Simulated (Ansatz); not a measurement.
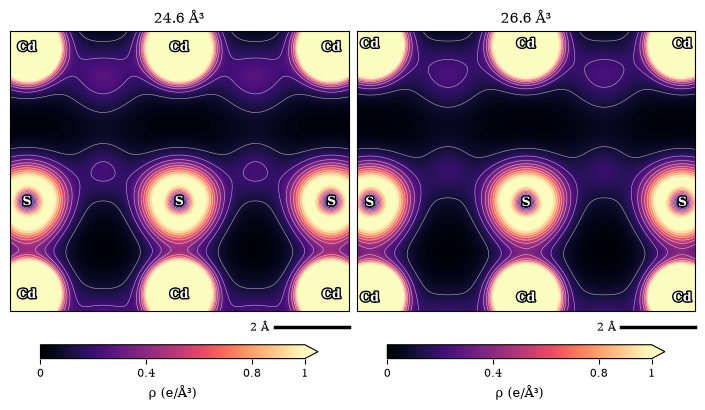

CdS. The valence pseudo-density of cells scaled evenly to different volumes (given per atom above each panel), on the (010) plane of each (indices in the axes of the cell below), at one length scale and on one colour scale.

Level of theory: Kohn-Sham DFT of a periodic cell, PBE, Ansatz PAW (Ansatz 0.2.0).

Core electrons are frozen (PAW), and the valence fields are smoothed inside the atomic spheres.

The largest cell:

```yaml
crystal:
  lattice:
    - [4.23139, 0.00000, 0.00000]
    - [-2.11570, 3.66449, 0.00000]
    - [0.00000, 0.00000, 6.86913]
  atoms:
    - { symbol: Cd, position: [0.66667, 0.33333, 0.50000] }
    - { symbol: Cd, position: [0.33333, 0.66667, 0.00000] }
    - { symbol: S, position: [0.66667, 0.33333, 0.87500] }
    - { symbol: S, position: [0.33333, 0.66667, 0.37500] }
```

| volume (Å³/atom) | Cd–S contact in the plane (Å) | ρ at its midpoint (e/Å³) | pressure (GPa) | gap on the mesh (eV) | 
| --- | --- | --- | --- | --- |
| 24.62 | 2.509 | 0.435 | 3.4 | 1.24 | 
| 26.13 | 2.560 | ? | ? | ? | 
| 26.63 | 2.576 | 0.386 | −1.1 | 1.06 | 

**What values belong in the row with question marks?**

Over the known rows ln ρ falls by 1.78 per Å of Cd–S distance (the line through the two), which gives 0.397 e/Å³ at 2.560 Å; the calculation gives 0.397 e/Å³. For the pressure, a straight line in volume between the neighbouring rows gives 0.0 GPa; the calculation gives −0.2. For the gap on the mesh, a straight line in volume between the neighbouring rows gives 1.10 eV; the calculation gives 1.10.
